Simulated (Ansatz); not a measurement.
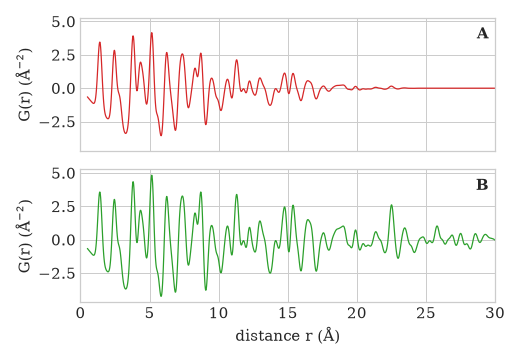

The curve is a calculated X-ray PDF: distances of the static structure, each pair weighted by the product of the atomic numbers (X-ray weights at Q = 0), broadened by Gaussians with σ = 0.15 Å, for spherical particles of C with the bulk structure: the bulk G(r) is multiplied by the envelope of a sphere of diameter D, 1 − 3r/2D + r³/2D³, with no surface relaxation. The number density is 0.106 atoms per Å³. It is based on the input geometry of an electronic-structure calculation (not necessarily at equilibrium).

Q: The diameters are 25 and 40 Å. Which curve belongs to which?

A: curve A: 25 Å; curve B: 40 Å. The smaller the particle, the sooner the oscillations die out.
